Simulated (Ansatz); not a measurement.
Run report: AlNi, single-point calculation

System: AlNi (2 atoms in the cell).
Method: DFT, PBEsol, plane waves, PAW, spin-polarised (Ansatz 0.2.0).

The structure derives from an entry of the Crystallography Open Database. Figures and captions count atoms from 1; the log counts them from 0 in places.

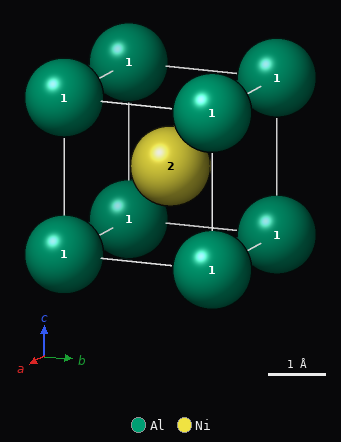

*The structure as given in the input (spheres-only view of the cell of the calculation, seen slightly off an axis; atoms are numbered from 1 in the order of the input). An atom can appear more than once, as a periodic image.*

Summary:

```tsv
quantity	value
outcome	converged
space group (tolerance 0.01 Å)	Pm-3m (221)
electrons treated	21
free energy	−6330.8642 eV
Fermi energy	14.164 eV
gap on the k-point mesh	none (metallic)
net moment of the cell	0.00 μB
integrated absolute moment	0.00 μB
pressure	0.04 GPa
largest force (length of the vector)	under 0.001 eV/Å
hardware	2 threads of Intel Xeon @ 2.50GHz (Skylake/Cascade Lake), 192 GiB of memory available, shared host
wall time	7.7 s (CPU time 13 s)
peak memory	0.4 GiB
```

Notes:

Settings chosen away from the usual ones: scf.eigensolver.kind set to davidson; basis.precision set to f64; magnetization set to {"spin_polarized": true}. Warnings of the run: some starting moments were not kept.

Input file:
```yaml
crystal:
  lattice:
    - [2.8621655562, 0.0, 0.0]
    - [0.0, 2.8621655562, 0.0]
    - [0.0, 0.0, 2.8621655562]
  atoms:
    - { symbol: Al, position: [0.0, 0.0, 0.0], spin: 3.0 }
    - { symbol: Ni, position: [0.5, 0.5, 0.5], spin: 1.0 }
basis:
  ecutwfc: 420
  precision: f64
kpoints:
  mp_grid: { grid: [14, 14, 14] }
hamiltonian:
  xc: pbesol
scf:
  occupations: { method: gaussian, width: 0.1 }
  eigensolver: { kind: davidson }
output:
  forces: true
  eigenvalues: true
  stress: true
magnetization:
  spin_polarized: true
```

Run as:
```bash
ansatz run input.yaml --threads 2 --pin off --max-ram 5120MiB --backend cpu --events-out ev --progress --plain --runs-dir out
```

Output:
```
Warning: where an SCF of this run starts from atoms to list the orders of its open shells, Al (site 0, from 0) starts with 1.00 μB on its 3p shell, in the place of the 3.00 μB that the deck gives it: its open shells can hold no more by Hund's first rule. To start from spheres of the given moment, type scf.initial_density.shell_occupations: []
Engine: ansatz 0.2.0, x86_64-unknown-linux-gnu
Pseudopotentials: kind: paw
Pseudopotential: Al, paw, valence charge 3, recommended cutoff 420 eV (normal), Al.paw.azcp
Pseudopotential: Ni, paw, valence charge 18, recommended cutoff 420 eV (normal), Ni.paw.azcp
Functional definition: PBEsol
  exchange = pbesol_x
  correlation = pbesol_c
Crystal: 2 atoms, lattice volume = 23.447 Å³
Basis set: ecut = 420 eV, 461 PW (Γ), exchange–correlation on 40×40×40 points (8 copies of the dense FFT grid, shifted against one another)
Bands: 17, of which v1, the nominal top of the filled ones, is band 11 counted from 1 (10 counted from 0)
Symmetry: 48 space group operations
Space group: Pm-3m (ITA 221), of the structure as read, at distance tolerance 2.9e-5 Å
Magnetic group: BNS 221.92 (UNI 1594), of the structure as read, at distance tolerance 2.9e-5 Å
k-points: 120 of 2744
Non-local potential: Al, projectors of the file, l = 0: 2, l = 1: 2, l = 2: 1
Non-local potential: Ni, projectors of the file, l = 0: 3, l = 1: 2, l = 2: 3, l = 3: 1
PAW form: soft (Blöchl's): semilocal exchange-correlation on the pseudo side does not see the compensation charge
PAW frozen core: Al, regenerated for the run's functional, and the local potential with it (the file was generated under x = pbe(κ = 0.804, μ = 0.2195149727645171), c = pbe(β = 0.06672455060314922))
PAW frozen core: Ni, regenerated for the run's functional, and the local potential with it (the file was generated under x = pbe(κ = 0.804, μ = 0.2195149727645171), c = pbe(β = 0.06672455060314922))
PAW one-centre angular grid: Al, 110 points (default); XC on 64 Gauss nodes
PAW one-centre angular grid: Ni, 590 points (default); XC on 64 Gauss nodes
Initial density: superposition of atomic densities (chi_scale 0.1, normalization cell)
Starting moments: Σ|m| = 4 μB on 2 of 2 sites
Initial wavefunctions: pseudopotential atomic-orbital guess
Functional: x = pbesol(κ = 0.804, μ = 0.12345679012345678), c = pbesol(β = 0.046)
iter 1 solved again at ethr=3.16e-3 eV; its pass at ethr=1.00e-1 eV (dr2=6.63e-1 eV) is discarded
SCF iter   1: F=—  HF=-6328.053496 eV  |F-HF|=—  |Δ(HF+E_count)|=         —  Δρ=1.19e-1 (↑1.19e-1 ↓7.08e-2)  dr2=6.16e-1  dr2_m=1.83e0  M=0.250 μB ∫|m|=0.250 μB  β_m=0.30  ethr=3.16e-3  ⟨swp⟩=2.5  Hψ=21697  notcnv=0
Mixer restart at iter 1: flushing history
preconditioner: auto → none  [metal: Δε(μ)=0.009 eV  Ē_g=11.677 eV  σ=0.100 eV  W_gap=0.05  n_scr=6 (ndim 8)  ℏωp=27.6 eV  f_vac=0.000  D(μ)=1.09/eV (n_scr^D=6)  sad-step TF]
SCF iter   2: F=—  HF=-6328.754604 eV  |F-HF|=—  |Δ(HF+E_count)|=   7.01e-1  Δρ=8.65e-2 (↑5.57e-2 ↓8.65e-2)  dr2=4.30e-1  dr2_m=1.04e0  M=0.167 μB ∫|m|=0.167 μB  β_m=0.54  ethr=2.93e-3  ⟨swp⟩=2.4  Hψ=8284  notcnv=0  defer=4
SCF iter   3: F=—  HF=-6330.338429 eV  |F-HF|=—  |Δ(HF+E_count)|=    1.58e0  Δρ=5.17e-2 (↑5.17e-2 ↓2.05e-2)  dr2=1.91e-1  dr2_m=2.58e-1  M=0.101 μB ∫|m|=0.101 μB  β_m=0.65  ethr=2.05e-3  ⟨swp⟩=3.5  Hψ=11215  notcnv=0  defer=14
SCF iter   4: F=—  HF=-6330.859132 eV  |F-HF|=—  |Δ(HF+E_count)|=   5.21e-1  Δρ=9.31e-3 (↑9.31e-3 ↓9.29e-3)  dr2=5.01e-2  dr2_m=1.76e-4  M=0.008 μB ∫|m|=0.008 μB  β_m=0.82  ethr=9.11e-4  ⟨swp⟩=2.0  Hψ=8155  notcnv=0  defer=4
SCF iter   5: F=—  HF=-6330.863824 eV  |F-HF|=—  |Δ(HF+E_count)|=   4.69e-3  Δρ=4.46e-3 (↑2.16e-3 ↓4.46e-3)  dr2=6.72e-3  dr2_m=3.30e-4  M=0.005 μB ∫|m|=0.005 μB  β_m=0.91  ethr=2.39e-4  ⟨swp⟩=2.4  Hψ=8242  notcnv=0  defer=19
SCF iter   6: F=—  HF=-6330.864235 eV  |F-HF|=—  |Δ(HF+E_count)|=   4.11e-4  Δρ=1.52e-3 (↑1.52e-3 ↓8.85e-4)  dr2=9.19e-4  dr2_m=2.27e-5  M=0.000 μB ∫|m|=0.001 μB  β_m=0.86  ethr=3.20e-5  ⟨swp⟩=3.5  Hψ=8117  notcnv=0  defer=7
iter 7 solved again at ethr=3.50e-8 eV; its pass at ethr=4.38e-6 eV (dr2=7.34e-6 eV) is discarded
SCF iter   7: F=—  HF=-6330.864176 eV  |F-HF|=—  |Δ(HF+E_count)|=   5.90e-5  Δρ=2.83e-4 (↑2.83e-4 ↓7.36e-5)  dr2=7.34e-6  dr2_m=6.20e-6  M=0.000 μB ∫|m|=0.000 μB  β_m=0.88  ethr=3.50e-8  ⟨swp⟩=4.1  Hψ=17143  notcnv=0  defer=1
SCF iter   8: F=—  HF=-6330.864184 eV  |F-HF|=—  |Δ(HF+E_count)|=   7.39e-6  Δρ=6.11e-5 (↑6.11e-5 ↓1.88e-5)  dr2=3.00e-7  dr2_m=3.32e-7  M=0.000 μB ∫|m|=0.000 μB  β_m=0.94  ethr=3.50e-8  ⟨swp⟩=2.5  Hψ=6842  notcnv=0  defer=1
SCF iter   9: F=—  HF=-6330.864184 eV  |F-HF|=—  |Δ(HF+E_count)|=   1.24e-7  Δρ=8.44e-6 (↑8.44e-6 ↓2.53e-6)  dr2=1.76e-8  dr2_m=2.52e-9  M=-0.000 μB ∫|m|=0.000 μB  β_m=0.97  ethr=1.43e-9  ⟨swp⟩=3.4  Hψ=8157  notcnv=0  defer=1
SCF iter  10: F=—  HF=-6330.864184 eV  |F-HF|=—  |Δ(HF+E_count)|=   1.71e-8  Δρ=2.93e-6 (↑2.93e-6 ↓2.81e-6)  dr2=5.70e-9  dr2_m=5.52e-12  M=-0.000 μB ∫|m|=0.000 μB  β_m=0.98  ethr=8.39e-11  ⟨swp⟩=3.7  Hψ=8944  notcnv=0  defer=1
SCF iter  11: F=-6330.864184 eV  HF=-6330.864184 eV  |F-HF|=5.54e-10  |Δ(HF+E_count)|=  3.64e-10  Δρ=1.10e-6 (↑1.10e-6 ↓1.09e-6)  dr2=7.47e-10  dr2_m=2.41e-13  M=0.000 μB ∫|m|=0.000 μB  ethr=2.71e-11  ⟨swp⟩=2.0  Hψ=6617  notcnv=0  defer=1
SCF 1 converged in 11 iterations: F = -6330.864184 eV  dr2 = 7.47e-10
  Residual-converged pass: ⟨swp⟩=2.0  Hψ=6506  notcnv=0  max |occ|·‖R‖ = 6.5e-6 eV (tolerance 6.7e-6 eV)  dr2=6.26e-10  dr2_m=2.85e-13  dr2_onsite=1.33e-10  max |Δocc| = 1.3e-10
  greatest PAW one-centre occupation: 1.001 electrons in one spin orbital (limit 2), on the Ni atom at site 1 (counted from 0), in its partial waves of l = 1
```

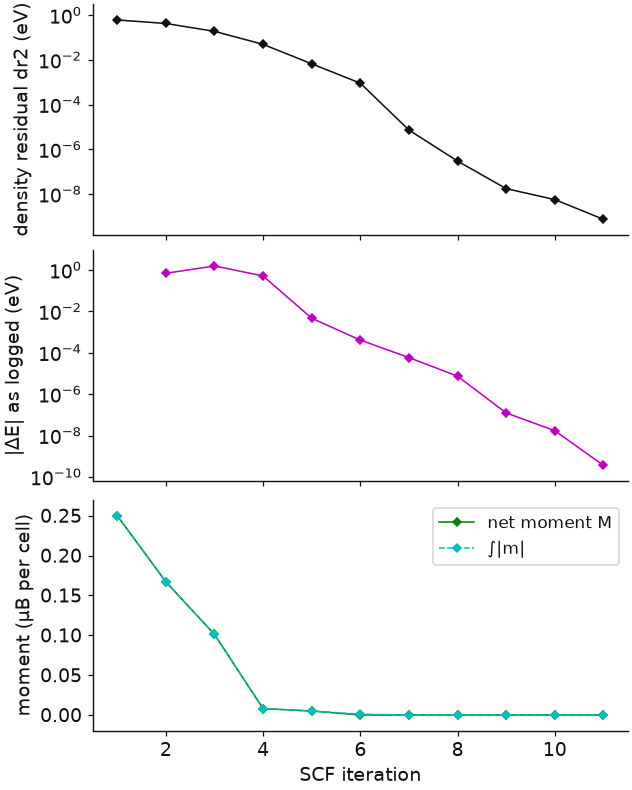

*Convergence of the self-consistent field: density residual dr2, size of the energy change and magnetic moment against the SCF iteration.*

The residual falls at every step. The net moment goes from 0.2 to 0.0 μB per cell, and ∫|m| falls to zero.

```
the search or the solves at the SCF's close may have found levels that the self-consistency loop had missed (the run counts none). By its estimate they hold under 1e-12 electrons; where the run keeps them, the occupations were computed again with them
WARN: the starting moments were not kept: the SCF closed with an absolute magnetisation of 4.8e-7 μB, where they sum to 4 μB in size (2 sites). That is at most 0.1 of that sum. Measured as dr2_m measures the in/out step, that magnetisation stands 5.9e-14 eV from none, at or under the dr2_threshold of 1.0e-7 eV: it is no larger than a step whose dr2_m would equal this threshold. The system may hold no moment; this SCF shows only that its start led to no more than that. To try another start: raise the starting moments (crystal.atoms[].spin, magnetization.per_species, magnetization.initial_magnetization, or on a non-collinear deck that types none of these the spinor_matrix: blocks that start its atoms; where the total moment is fixed, keep their sum and leave initial_magnetization as it is; typed ones take the place of any that the run laid by itself, positive ones on a crystal's lanthanoids without a Hubbard term where scf.initial_density.shell_occupations: [] is typed) or, if the notice of its spin-set hold's release reads "site moments contracting" or "site moments show no strong build", lengthen the hold (scf.mixing.spin_hold: { on: { confirm: 4 } }; for m-r²SCAN on two components see the key's manual first). Each may lead to a state that holds a moment. A second SCF, from the converged charge density, with the starting moments and any scf.initial_density.shell_occupations laid on it anew, would have followed, and was not run: the deck does not ask for one (magnetization.retry_lost_moments is false, the default). To let it run, set magnetization.retry_lost_moments: true and run the deck again, where that key's refused combinations let it; where memory then withholds it, that run's warning says so.
SCF converged after 11 iterations
Magnetization: 0.0000 μB (10.5000 up, 10.5000 down)
Absolute magnetization: 0.0000 μB (∫|ρ↑−ρ↓|, with the PAW one-centre terms)
Spin contamination: 0.0000 ħ² per cell (⟨S²⟩ above its minimum at these occupations)
Per-site moments (μB) at R_I (Å): [(-3.580650403622414e-8, 1.0224670836212322), (2.7609712200267766e-8, 1.0224670836212322)]
Free energy (F): -6330.864184 eV
Harris-Foulkes:  -6330.864184 eV  (|F-HF|=5.54e-10)
Internal energy: -6330.859096 eV  (E = F + TS)
E sigma→0 (E₀):  -6330.861640 eV
Entropy (-TS):   -0.005088 eV (-2.544 meV/atom)
Fermi energy:    14.164020 eV
--- Per-component energies (eV) ---
  E_band       = -331.573500
  E_kinetic    = 312.140283
  E_local      = -4418.826740  (includes V_loc(G=0)·N_el)
  E_nonlocal   = 648.683650
  E_hartree    = 1900.195000
  E_xc         = -125.916231
  E_vxc        = -141.153126  (∫ρ·V_xc dr)
  E_paw        = -2052.775542  (= ΣΔE_a)
  E_vpaw       = -532.810353  (= ΣTr[D̂ρ^β])
  E_aug_tail   = 0.000389  (compensation charges beyond the density's cutoff)
  E_ewald      = -2594.576334
  E_core_change = 0.216428  (= ΣΔE_core)
  E_smearing   = -0.005088  (= −TS)
  E_closure    = -0.000000  (closes the sum)
  Σ components = -6330.864184   (vs F -6330.864184, Δ=0.00e0)
--- Forces (eV/Å), atoms counted from 1 ---
  atom   1  Al    -0.00000000     0.00000000     0.00000000
  atom   2  Ni     0.00000000     0.00000000     0.00000000
  max |Σ_I F_I| component: 2.30e-29 eV/Å
--- Stress (GPa, compression-positive) ---
        0.035921       0.000000       0.000000
        0.000000       0.035921       0.000000
       -0.000000       0.000000       0.035921
  P = ⅓ Tr σ = 0.0359 GPa (0.359 kbar)
--- Band table (eV; the first three rows and the last of 240) ---
  k-point 0 ↑: bands = ["-88.8539", "-49.4018", "-49.4018", "-49.4018", "2.8893", "10.8502", "10.8502", "12.6177", "12.6177", "12.6177", "19.7445", "19.7445", "19.7445", "22.3693", "22.3693", "28.2323", "35.0556"]
  k-point 1 ↑: bands = ["-88.8538", "-49.4031", "-49.4018", "-49.4018", "2.9847", "10.8435", "10.8732", "12.5752", "12.5752", "12.6223", "18.7601", "19.8706", "19.8706", "22.3726", "23.2591", "28.5621", "34.0563"]
  k-point 2 ↑: bands = ["-88.8536", "-49.4066", "-49.4015", "-49.4015", "3.2693", "10.7986", "10.9383", "12.4605", "12.4605", "12.6351", "17.1522", "20.2367", "20.2367", "22.3824", "24.5404", "29.6081", "32.3650"]
  k-point 119 ↓: bands = ["-88.8491", "-49.4225", "-49.4225", "-49.4225", "9.9850", "9.9850", "9.9850", "13.1947", "13.1947", "16.1205", "16.1205", "16.1205", "18.0723", "18.7586", "18.7586", "18.7586", "21.9517"]
```

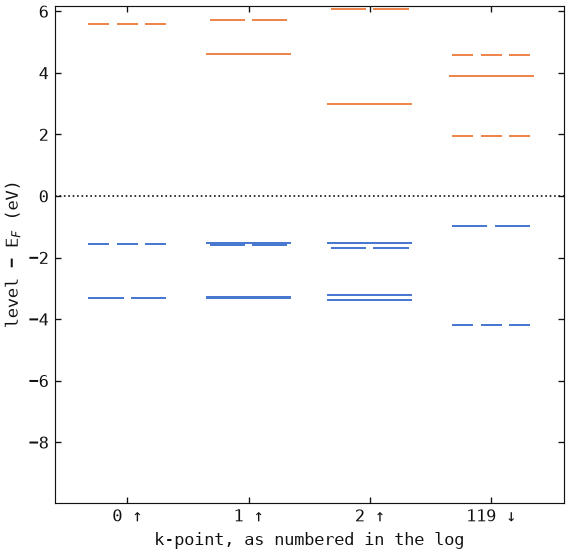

*Kohn–Sham levels near the Fermi level (dotted) at the few k-points that the log prints; levels within 0.02 eV of each other stand side by side.*

The system is metallic on the full mesh.
